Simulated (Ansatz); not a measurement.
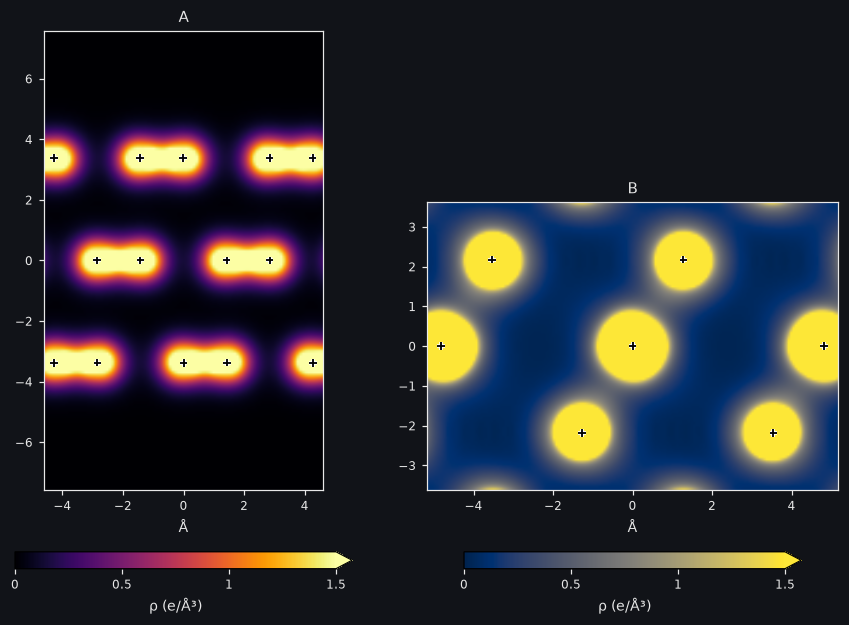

The valence electron density of 2 systems, each on a plane through atoms (crosses mark nuclei in the plane).

These are results of Ansatz 0.2.0, DFT PBE+D3(BJ), scalar-relativistic, plane waves, PAW, not measurements.

System 1: PtSe2, the (110) plane of the conventional cell. Space group P-3m1.

System 2: C (slab), the (11̄0) plane of the calculation cell, a cut from vacuum to vacuum. 

Match each panel to its system.

Answer. Panel A is system 2, C: the plane holds C. C–C (1.42 Å): ρ is about 2 e/Å³ halfway. Panel B is system 1, PtSe2: the plane holds Pt and Se. Pt–Se (2.53 Å): ρ at the midpoint is about 0.56 e/Å³.
